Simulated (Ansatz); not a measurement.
Single-point calculation, with input and output: NiSi2

- system: NiSi2 (Fm-3m, 3 atoms in the cell)
- method: DFT PBE+D3(BJ), scalar-relativistic, plane waves, PAW, no spin polarisation (Ansatz 0.2.0)

The structure was made by a generator, so it may or may not be a known phase. Figures and captions count atoms from 1; the log counts them from 0 in places.

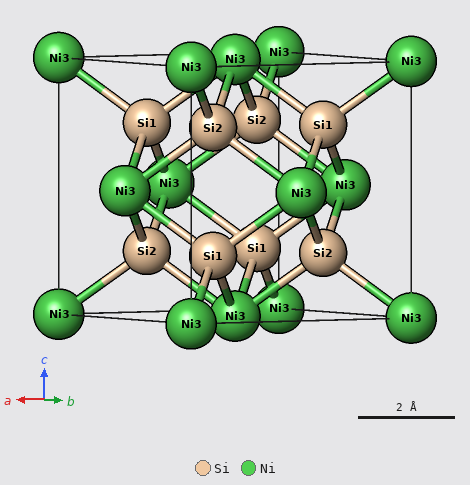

*The structure as given in the input (ball-and-stick view of the cell 4 times as large as that of the calculation, set on its symmetry axes, seen at an oblique angle; atoms are numbered from 1 in the order of the input).*

Near neighbours in the crystal (not all of them lie inside the picture): Si has 4 Ni at 2.33 Å; Ni has 8 Si at 2.33 Å.

Input file
```yaml
crystal:
  lattice:
    - [0.0, 2.69315505, 2.69315505]
    - [2.69315505, 0.0, 2.69315505]
    - [2.69315505, 2.69315505, 0.0]
  atoms:
    - { symbol: Si, position: [0.25, 0.25, 0.25] }
    - { symbol: Si, position: [0.75, 0.75, 0.75] }
    - { symbol: Ni, position: [0.0, 0.0, 0.0] }
basis:
  ecutwfc: 420
kpoints:
  mp_grid: { grid: [6, 6, 6] }
hamiltonian:
  xc: pbe
  dispersion: d3bj
scf:
  occupations: { method: gaussian, width: 0.1 }
  lower_state_search: "off"
output:
  forces: true
  stress: true
  eigenvalues: true
```

Launch command:
```bash
ansatz run input.yaml --threads 1 --pin off --max-ram 2048MiB --backend cpu --events-out ev --progress --plain --runs-dir out
```

Output
```
Engine: ansatz 0.2.0, x86_64-unknown-linux-gnu
Pseudopotentials: kind: paw
Pseudopotential: Si, paw, valence charge 4, recommended cutoff 420 eV (normal), Si.paw.azcp
Pseudopotential: Ni, paw, valence charge 18, recommended cutoff 420 eV (normal), Ni.paw.azcp
Functional definition: PBE
  parameter kappa = 0.804
  parameter beta = 0.06672455060314922
  exchange = pbe_x(kappa = kappa, mu = beta*pi^2/3)
  correlation = pbe_c(beta = beta)
Crystal: 3 atoms, lattice volume = 39.067 Å³
Basis set: ecut = 420 eV, 749 PW (Γ), exchange–correlation on 54×54×54 points (8 copies of the dense FFT grid, shifted against one another)
Bands: 17, of which v1, the nominal top of the filled ones, is band 13 counted from 1 (12 counted from 0)
Symmetry: 48 space group operations
Space group: Fm-3m (ITA 225), of the structure as read, at distance tolerance 3.4e-5 Å
k-points: 16 of 216
Non-local potential: Si, projectors of the file, l = 0: 2, l = 1: 2, l = 2: 2
Non-local potential: Ni, projectors of the file, l = 0: 3, l = 1: 2, l = 2: 3, l = 3: 1
PAW form: soft (Blöchl's): semilocal exchange-correlation on the pseudo side does not see the compensation charge
PAW one-centre angular grid: Si, 110 points (default); XC on 64 Gauss nodes
PAW one-centre angular grid: Ni, 590 points (default); XC on 64 Gauss nodes
Initial density: superposition of atomic densities (neutral atoms: chi_scale 0, normalization atom), corrected by the library's trained network
Initial wavefunctions: pseudopotential atomic-orbital guess
Functional: x = pbe(κ = 0.804, μ = 0.2195149727645171), c = pbe(β = 0.06672455060314922)
SCF iter   1: F=—  HF=-7113.732646 eV  |F-HF|=—  |Δ(HF+E_count)|=         —  Δρ=8.91e-3  dr2=2.25e-2  ethr=1.77e-3  ⟨swp⟩=5.1  Hψ=1388  notcnv=0
preconditioner: auto → none  [insulator: Δε(μ)=0.266 eV  Ē_g=8.307 eV  σ=0.100 eV  W_gap=0.65  n_scr=14 (ndim 8)  ℏωp=25.2 eV  f_vac=0.000  D(μ)=1.32/eV (n_scr^D=14)  ε∞_Penn≈10.2]
SCF iter   2: F=—  HF=-7113.730859 eV  |F-HF|=—  |Δ(HF+E_count)|=   1.79e-3  Δρ=2.09e-3  dr2=1.58e-3  ethr=8.64e-5  ⟨swp⟩=1.1  Hψ=404  notcnv=0
SCF iter   3: F=—  HF=-7113.730753 eV  |F-HF|=—  |Δ(HF+E_count)|=   1.06e-4  Δρ=5.57e-4  dr2=7.95e-5  ethr=6.06e-6  ⟨swp⟩=1.6  Hψ=362  notcnv=0
SCF iter   4: F=—  HF=-7113.730755 eV  |F-HF|=—  |Δ(HF+E_count)|=   1.61e-6  Δρ=8.89e-5  dr2=1.38e-6  ethr=3.06e-7  ⟨swp⟩=2.4  Hψ=431  notcnv=0
SCF iter   5: F=—  HF=-7113.730756 eV  |F-HF|=—  |Δ(HF+E_count)|=   8.42e-7  Δρ=1.86e-5  dr2=1.01e-7  ethr=5.33e-9  ⟨swp⟩=2.0  Hψ=400  notcnv=0
SCF iter   6: F=-7113.730756 eV  HF=-7113.730756 eV  |F-HF|=1.04e-9  |Δ(HF+E_count)|=   2.89e-9  Δρ=2.40e-6  dr2=1.74e-9  ethr=3.85e-10  ⟨swp⟩=4.5  Hψ=965  notcnv=0
SCF 1 converged in 6 iterations: F = -7113.730756 eV  dr2 = 1.74e-9
  greatest PAW one-centre occupation: 1.000 electrons in one spin orbital (limit 2), on the Ni atom at site 2 (counted from 0), in its partial waves of l = 1
SCF converged after 6 iterations
Free energy (F): -7113.730756 eV
Harris-Foulkes:  -7113.730756 eV  (|F-HF|=1.04e-9)
Internal energy: -7113.723947 eV  (E = F + TS)
E sigma→0 (E₀):  -7113.727351 eV
Entropy (-TS):   -0.006809 eV (-2.270 meV/atom)
Fermi energy:    13.553163 eV
--- Per-component energies (eV) ---
  E_band       = -340.151054
  E_kinetic    = 371.487404
  E_local      = -4892.102355  (includes V_loc(G=0)·N_el)
  E_nonlocal   = 679.755069
  E_hartree    = 2116.690074
  E_xc         = -199.778578
  E_vxc        = -209.151224  (∫ρ·V_xc dr)
  E_paw        = -2651.335868  (= ΣΔE_a)
  E_vpaw       = -523.524018  (= ΣTr[D̂ρ^β])
  E_aug_tail   = 0.000459  (compensation charges beyond the density's cutoff)
  E_ewald      = -2537.089520
  E_disp       = -1.350631  (pairwise vdW)
  E_smearing   = -0.006809  (= −TS)
  E_closure    = -0.000000  (closes the sum)
  Σ components = -7113.730756   (vs F -7113.730756, Δ=0.00e0)
--- Forces (eV/Å), atoms counted from 1 ---
  atom   1  Si    -0.00000000    -0.00000000     0.00000000
  atom   2  Si    -0.00000000    -0.00000000    -0.00000000
  atom   3  Ni    -0.00000000     0.00000000     0.00000000
  max |Σ_I F_I| component: 7.40e-17 eV/Å
--- Stress (GPa, compression-positive) ---
        0.068653      -0.000000      -0.000000
       -0.000000       0.068653       0.000000
       -0.000000      -0.000000       0.068653
  P = ⅓ Tr σ = 0.0687 GPa (0.687 kbar)
--- Band table (eV; the first three rows and the last of 16) ---
  k-point 0: bands = ["-91.1695", "-51.5678", "-51.5678", "-51.5678", "-0.5024", "8.2043", "8.2043", "8.2043", "9.9273", "9.9273", "13.2567", "15.2225", "15.2225", "15.2225", "15.7127", "15.7127", "15.7127"]
  k-point 1: bands = ["-91.1696", "-51.5681", "-51.5679", "-51.5679", "-0.0884", "7.4019", "8.3292", "8.3292", "9.8641", "9.8641", "12.0517", "14.0010", "14.0010", "14.2254", "16.4223", "16.4223", "17.4681"]
  k-point 2: bands = ["-91.1696", "-51.5686", "-51.5679", "-51.5679", "1.1215", "5.4069", "8.5561", "8.5561", "9.9045", "9.9045", "10.2621", "12.6966", "12.6966", "14.9796", "15.5893", "15.5893", "16.5258"]
  k-point 15: bands = ["-91.1696", "-51.5687", "-51.5683", "-51.5682", "3.9712", "5.1298", "5.8329", "7.3323", "9.4811", "9.8081", "9.8475", "10.2684", "10.9073", "14.2973", "16.5437", "17.5372", "20.7050"]
```

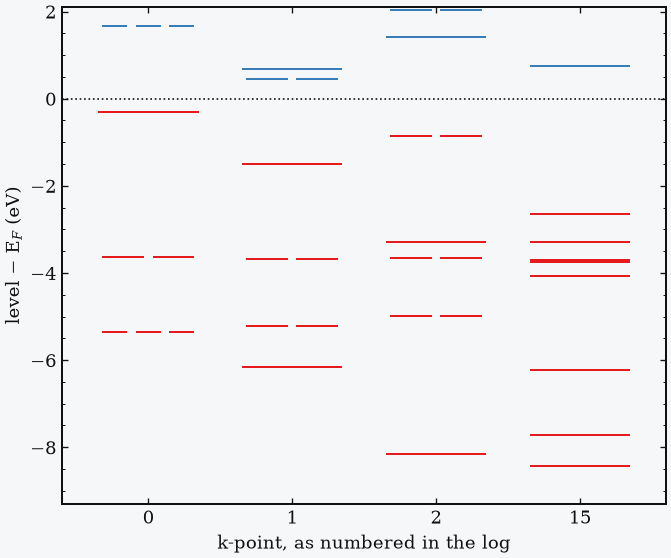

*Kohn–Sham levels near the Fermi level (dotted) at the few k-points that the log prints; levels within 0.02 eV of each other stand side by side.*

The system is metallic on the full mesh.

Key numbers

```csv
quantity,value
outcome,converged
space group (tolerance 0.01 Å),Fm-3m (225)
electrons treated,26
free energy,−7113.7308 eV
Fermi energy,13.553 eV
gap on the k-point mesh,none (metallic)
pressure,0.07 GPa
largest force (length of the vector),under 0.001 eV/Å
hardware,"1 thread of AMD EPYC (Zen 3), 192 GiB of memory available, shared host"
wall time,1.6 s
peak memory,0.35 GiB
```

The run has no spin polarisation, so a magnetic state may lie lower.
